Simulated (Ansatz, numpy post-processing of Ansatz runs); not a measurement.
# Band gap, electron mass and valence splitting of zincblende GaN under biaxial strain normal to [001], r2SCAN with spin-orbit coupling

We calculate the band gap, the electron mass and the splitting of the upper valence levels of zincblende GaN as its (001) plane is stretched or compressed. Strain is counted from the cell relaxed with r2SCAN, positive in tension, and the [001] axis is free to respond. A film grown on a substrate of different lattice constant is strained in this way, and the strain shifts its emission energy and decides which holes lie at the valence top. We want to establish how far the response differs between compression and tension, and why. The gaps are generalised Kohn-Sham gaps, which lie below measured ones, so the changes with strain are of more use here than the absolute values.

## Calculations

GaN (zincblende), space group 216 (F-43m) without strain and I-4m2 under strain, 2 atoms in the cell, not the usual structure at ambient conditions. The reference is the cell relaxed to zero pressure with this functional (primitive vectors 3.180, 3.180, 3.180 angstrom). An equal strain is imposed in the plane normal to [001], as by a substrate; the length along [001] is adjusted until the stress along it vanishes; no force acts on the atoms, so no relaxation was run. Ansatz 0.2.0, plane waves with PAW potentials (set ansatz_paw_generated_soft_1), r2SCAN, with spin-orbit coupling, no spin polarisation, no Hubbard U; cutoff 600 eV, self-consistent k meshes 8x8x8. Band extrema were located on a dense mesh in each cell and refined; masses are central differences at 0.008 and 0.03 1/angstrom. The same in all rows: where the valence-band maximum and the conduction-band minimum lie in the zone: Gamma to Gamma.

Notes on method and selection:

- Semilocal Kohn-Sham gaps lie below measured gaps.
- Transitions to other structures, dislocations and cracks are not considered.
- The strain of the free axis follows from the ratios of the elastic constants.
- A blank cell means that the quantity is not defined for the row (degenerate or flat band, gap under 0.12 eV, no such level or valley in the search window, times from unlike processors), was not computed, or did not pass its check.
- Runs that did not converge, have known faults or may not be shown are not listed, and runs on Ansatz's PAW sets soft_1 and soft_2 are kept to separate tables.

Columns:

- imposed strain (per cent): in-plane strain imposed, positive in tension.
- free strain (per cent): resulting strain along the free axis.
- band gap (eV): fundamental Kohn-Sham gap (generalised Kohn-Sham for meta-GGA and hybrids), conduction-band minimum minus valence-band maximum.
- electron mass (m_e): electron conductivity mass of the lowest valley, in free-electron masses.
- valence splitting (eV): depth of the next valence level below the valence top, at the same point of the zone, listed up to 1.2 eV.

## Numbers

```
member         imposed strain (per cent)  free strain (per cent)  band gap (eV)  electron mass (m_e)  valence splitting (eV)
−2.0 per cent  −2.0                       ?                       ?              ?                    ?
−1.5 per cent  −1.5                       1.57                    2.212          0.177                0.0053
−1.0 per cent  −1.0                       1.06                    2.197          0.175                0.0057
−0.5 per cent  −0.5                       ?                       ?              ?                    ?
+0.0 per cent  0.0                        0.00                    2.167          0.171                –
+0.5 per cent  0.5                        −0.53                   2.107          0.169                0.0442
+1.0 per cent  1.0                        −1.08                   2.046          0.167                0.0898
+1.5 per cent  1.5                        −1.63                   1.987          0.165                0.1337
+2.0 per cent  2.0                        −2.20                   1.929          0.163                0.1765
```

Cells marked ? are withheld until the estimate has been made.

band gap (eV) against imposed strain (per cent), members shown:

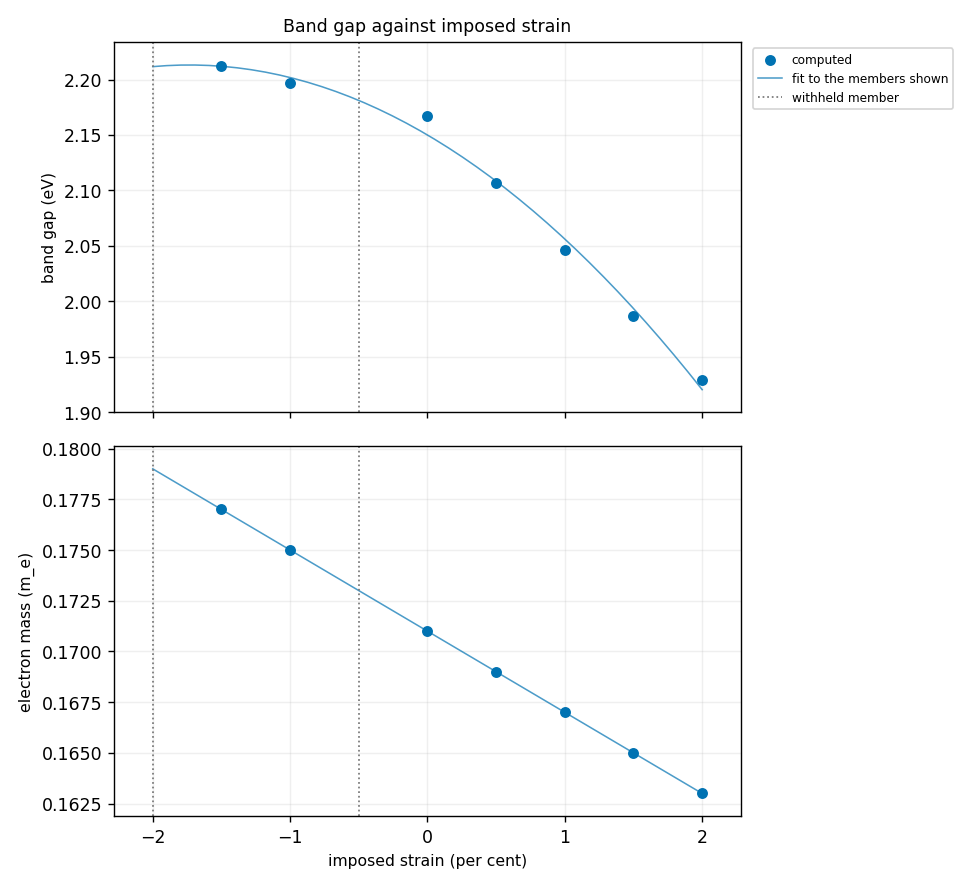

Least-squares fits to the members shown, with x = imposed strain (per cent); R² and errors in the fitted variable (y, or ln y where the fit is in ln y):

```
y                    members  fit                                       R²    rms residual  leave-one-out rms  the same for the mean of the others
band gap (eV)        7        y = 2.150 − 0.07278 x − 0.02099 x²        0.99  0.0087        0.017              0.12
electron mass (m_e)  7        y = 0.1710 − 0.004000 x + 2.100×10⁻¹⁷ x²  1.00  4.9×10⁻¹⁷     7.3×10⁻¹⁷          0.0055
```

## Why the values move as they do

The gap falls from compression to tension, but at two different rates. Between 0 and +2.0 per cent it changes by (1.929 − 2.167) / 2.0 = −0.119 eV per per cent, and between −1.5 and 0 per cent by (2.167 − 2.212) / 1.5 = −0.030 eV per per cent. Both band edges stay at Gamma throughout, so the kink at zero strain does not come from a change of conduction valley. It comes from a change of valence top.

Strain acts in two ways. Tension enlarges the cell and lowers the antibonding conduction edge relative to the mean of the valence levels. It also turns the bonds towards the plane, which weakens the bonding of the nitrogen $p_z$ state and lifts it above the $p_x$, $p_y$ pair. With spin-orbit coupling neglected, the top then lies two thirds of the splitting above the valence mean. At +1.0 per cent this is 2/3 × 0.0898 = 0.060 eV, which leaves 2.046 + 0.060 − 2.167 = −0.061 eV for the change of the mean gap. Under compression the pair is on top, only one third of the splitting above the mean. The same constants give a rise of 0.061 − 0.0898 / 3 = 0.031 eV at −1.0 per cent, against 0.030 eV in the table.

The tabled splitting follows the same order of levels. In tension it is the distance from $p_z$ to the pair and reaches 0.1765 eV. In compression it is the small spin-orbit splitting within the pair, between 0.005 and 0.006 eV, while the $p_z$ level moves away below. Without strain, spin-orbit coupling alone splits off a level just below the top.

The electron mass falls by 0.004 $m_e$ per per cent with no kink. The conduction edge couples to all three valence levels, and in a mass averaged over directions their splitting cancels to first order. What remains is the mean gap, and a smaller mean gap gives a lighter electron.

## An estimate before looking

Plain estimates from the members shown:

- −0.5 per cent, fit at x = −0.5: 2.181 eV
- −0.5 per cent, straight-line interpolation between −1.0 per cent and +0.0 per cent: w = (−0.5 − (−1.0)) / (0.0 − (−1.0)) = 0.500, so 2.197 + 0.500 × (2.167 − 2.197) = 2.182 eV
- −2.0 per cent, fit at x = −2.0: 2.212 eV (an extrapolation)

The quadratic fit is the wrong form for this gap, because it rounds off the kink at zero strain. At −2.0 per cent it returns 2.212 eV, the value already reached at −1.5 per cent, although the shown compressed rows give no sign of levelling off. We therefore use only the compressed branch with the unstrained cell, where the $p_x$, $p_y$ pair forms the valence top, and take the gap as linear in strain.

The line through 0 and −1.0 per cent can be tried on the row at −1.5 per cent: 2.197 + 0.5 × 0.030 = 2.212 eV, as tabled.

For −0.5 per cent the line gives 2.167 + 0.5 × 0.030 = 2.182 eV. Interpolation over the same interval in tension, from 0 and +1.0 per cent to +0.5 per cent, gives (2.167 + 2.046) / 2 = 2.1065 eV against 2.107 eV. With the rounding of the rows, we take an error of 0.001 eV.

For −2.0 per cent the line through 0 and −1.5 per cent gives 2.212 + 0.5 × (2.212 − 2.167) / 1.5 = 2.227 eV. The mirror-image extrapolation in tension gives 1.987 − 0.5 × (2.167 − 1.987) / 1.5 = 1.927 eV at +2.0 per cent, where the table has 1.929 eV. That miss of 0.002 eV is our error bar. No further shift is applied, since both band edges remain at Gamma.

**Committed estimate, −0.5 per cent: band gap = 2.182 ± 0.001 eV.**  
**Committed estimate, −2.0 per cent: band gap = 2.227 ± 0.002 eV.**

## The withheld result

```
member         imposed strain (per cent)  free strain (per cent)  band gap (eV)  electron mass (m_e)  valence splitting (eV)
−2.0 per cent  −2.0                       2.09                    2.226          0.179                0.0050
−0.5 per cent  −0.5                       0.53                    2.182          0.173                0.0059
```

```
member         estimate       band gap (eV)  computed  estimate − computed  miss in error bars
−0.5 per cent  committed      2.182          2.182     0.000                0.0
−0.5 per cent  fit            2.181          2.182     −0.001
−0.5 per cent  interpolation  2.182          2.182     0.000
−2.0 per cent  committed      2.227          2.226     +0.001               0.5
−2.0 per cent  fit            2.212          2.226     −0.014
```

band gap (eV) against imposed strain (per cent):

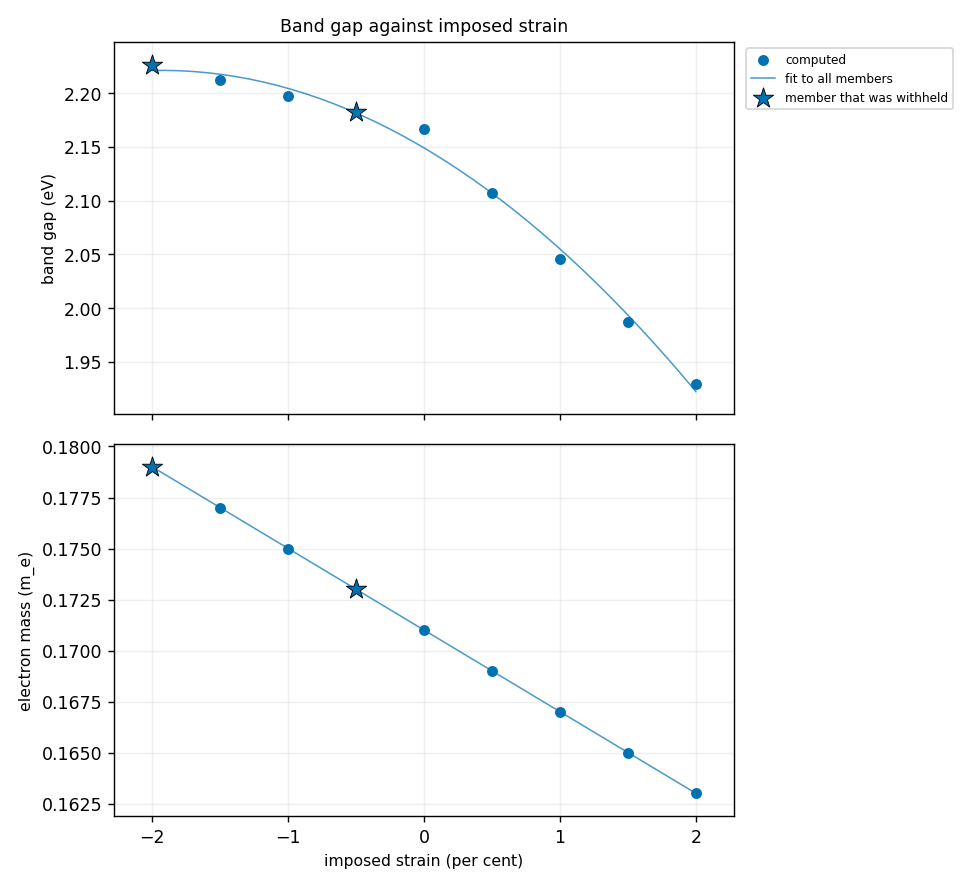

Both estimates fall inside their error bars. At −0.5 per cent we gave 2.182 eV and the computed gap is 2.182 eV; our route there was the plain interpolation, so it could do no better than that, and the quadratic fit is only 0.001 eV low. The row at −2.0 per cent is the sharper test. Our 2.227 eV is 0.001 eV above the computed 2.226 eV, while the fit is 0.014 eV too low.

The argument that the compressed side follows its own straight line therefore holds to the end of the series, and the levelling off suggested by the fit does not occur. The new rows also place the change of slope more closely. It is (2.167 − 2.182) / 0.5 = −0.030 eV per per cent just below zero strain and (2.107 − 2.167) / 0.5 = −0.120 eV per per cent just above it. This is what a change of valence top at zero strain requires. The tabled splitting agrees: it is still only 0.0050 eV at −2.0 per cent, as expected if the $p_x$, $p_y$ pair stays on top and is split by spin-orbit coupling alone.

## Residuals

Least-squares fits to the whole series, with x = imposed strain (per cent); R² and errors in the fitted variable (y, or ln y where the fit is in ln y):

```
y                    members  fit                                       R²    rms residual  leave-one-out rms  the same for the mean of the others
band gap (eV)        9        y = 2.149 − 0.07467 x − 0.01932 x²        0.99  0.0082        0.013              0.11
electron mass (m_e)  9        y = 0.1710 − 0.004000 x − 2.075×10⁻¹⁸ x²  1.00  1.6×10⁻¹⁷     9.3×10⁻¹⁷          0.0058
```

Largest departures from the fit to the whole series:

```
member         band gap (eV)  fit    computed − fit  in rms residuals
+0.0 per cent  2.167          2.149  +0.018          2.2
+1.0 per cent  2.046          2.055  −0.009          1.1
−1.0 per cent  2.197          2.204  −0.007          0.9
+2.0 per cent  1.929          1.922  +0.007          0.8
```

The unstrained crystal lies farthest from the quadratic fit, 0.018 eV above it or 2.2 rms residuals. The fault is in the form of the fit. A parabola rounds off the kink, so it passes below the computed gap at zero strain and above it at −1.0 and +1.0 per cent, where the departures are −0.007 and −0.009 eV. At +2.0 per cent the sign turns again, to +0.007 eV. Spin-orbit coupling cannot be the cause of the high point at zero strain, because it raises the valence top there and so lowers the gap.

Two straight lines from the unstrained gap to the end rows, with slopes (2.167 − 2.226) / 2.0 = −0.0295 and (1.929 − 2.167) / 2.0 = −0.119 eV per per cent, miss the rows between by at most 0.002 eV. Seen this way, no row stands out.

## Summary

Between −2.0 and +2.0 per cent, the gap at a further strain can be estimated to about 0.002 eV by interpolating on its own side of zero. In practice, 0.5 per cent of tension lowers the gap by 2.167 − 2.107 = 0.060 eV, while the same compression raises it by only 2.182 − 2.167 = 0.015 eV. At much smaller strains, where the strain splitting is no larger than the spin-orbit splitting, the kink is somewhat rounded. The electron mass changes little, from 0.179 to 0.163 $m_e$ over the whole range.

Tension also changes the character of the holes. At +0.5 per cent the $p_z$ level is 0.0442 eV above the next, or 0.0442 / 0.026 = 1.7 thermal energies at room temperature. Most holes near the zone centre then have $p_z$ character, which favours light polarised along [001] and weakens emission through the (001) surface.

The semilocal gaps lie below measured ones, by an amount that this series does not show. Much of that error should cancel in differences between strains, but the slopes may carry a smaller error of their own.

[Logs are printed without paths, hosts, clocks, repeated set-up lines and the standing remarks that a program may print on its own settings, such as how far it seeks lower states.]
